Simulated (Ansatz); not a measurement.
**CsPb2Br5: density, localisation and related maps**

Input

```
crystal:
  lattice:
    - [-4.2176355098, 4.2176355098, 7.6128660985]
    - [4.2176355098, -4.2176355098, 7.6128660985]
    - [4.2176355098, 4.2176355098, -7.6128660985]
  atoms:
    - { symbol: Cs, position: [0.75, 0.75, 0.0] }
    - { symbol: Cs, position: [0.25, 0.25, 0.0] }
    - { symbol: Pb, position: [0.6663552816, 0.8336447184, 0.5] }
    - { symbol: Pb, position: [0.3336447184, 0.1663552816, 0.5] }
    - { symbol: Pb, position: [0.8336447184, 0.3336447184, 0.1672894368] }
    - { symbol: Pb, position: [0.1663552816, 0.6663552816, 0.8327105632] }
    - { symbol: Br, position: [0.5, 0.5, 0.0] }
    - { symbol: Br, position: [0.0, 0.0, 0.0] }
    - { symbol: Br, position: [0.7195603693, 0.5242862978, 0.5] }
    - { symbol: Br, position: [0.2804396307, 0.4757137022, 0.5] }
    - { symbol: Br, position: [0.0242862978, 0.2195603693, 0.5] }
    - { symbol: Br, position: [0.9757137022, 0.7804396307, 0.5] }
    - { symbol: Br, position: [0.5242862978, 0.0242862978, 0.8047259285] }
    - { symbol: Br, position: [0.4757137022, 0.9757137022, 0.1952740715] }
    - { symbol: Br, position: [0.2195603693, 0.7195603693, 0.1952740715] }
    - { symbol: Br, position: [0.7804396307, 0.2804396307, 0.8047259285] }
basis:
  ecutwfc: 420
kpoints:
  mp_grid: { grid: [4, 4, 4] }
hamiltonian:
  xc: pbe
scf:
  occupations: { method: gaussian, width: 0.02 }
output:
  forces: true
  stress: true
  eigenvalues: true
  write_density: true
  write_potential: true
  elf: true
  volumetric_format: npy
relax:
  adjacent_minimum: "off"
  f_tol: 0.01
  max_steps: 30
  cell: { stress_tol: 0.1, fix: [volume] }
```

Command:

```sh
ansatz run input.yaml --threads 8 --pin off --max-ram 22528MiB --backend cpu --events-out ev --progress --plain --runs-dir out
```

Below, planes, directions and counts refer to the conventional cell (a = 8.48 Å, b = 8.48 Å, c = 15.06 Å, α = 90.00°, β = 90.00°, γ = 90.00°).

The fields are those of the run's last geometry, not of the input's.

Space group I4/mcm; a structure from a database of computed crystals, not necessarily the ambient phase; changed on purpose from its base cell (volume × 0.91, shape and atoms relaxed).

Computed with Ansatz, DFT PBE, scalar-relativistic, plane waves, PAW.

Core electrons are frozen (PAW), and the valence fields are smoothed inside the atomic spheres.

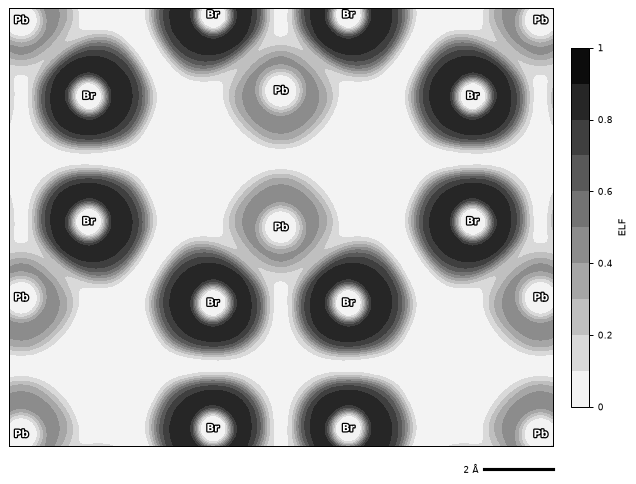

Figure 1. ELF on the (110) plane of the conventional cell.

Describe what can be read from this map.

Answer. Atoms in the plane: Pb and Br.
Pb–Br (2.95 Å): the ELF is about 0.30 at the midpoint.

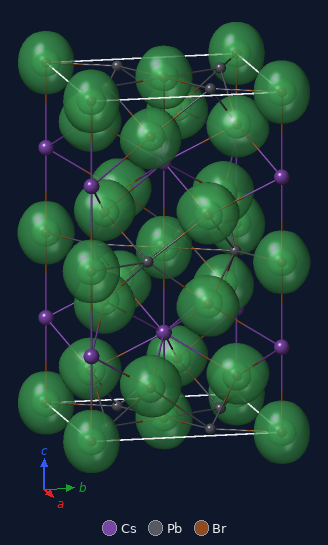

Figure 2. Isosurface of the electron localisation function at 0.7 (green), seen slightly off an axis. Core shells and regions of very low density are left out. Sticks mark near contacts.

What do the ELF domains correspond to?

Answer. At this value the surface marks out 20 regions wrapped around Br (the valence shell of each), counted in one cell of 32 atoms. Any copies at cell faces, edges or corners count once. Along the contacts the grid gives the following. Cs–Br (3.69 Å): the ELF is about 0.05 at the midpoint: a closed-shell, largely ionic contact.

Does the calculation give a band gap?

Answer. It is gapped, with a Kohn–Sham gap of 3.0 eV on the k-point mesh (the band edges may lie off the mesh, which would make the gap smaller).
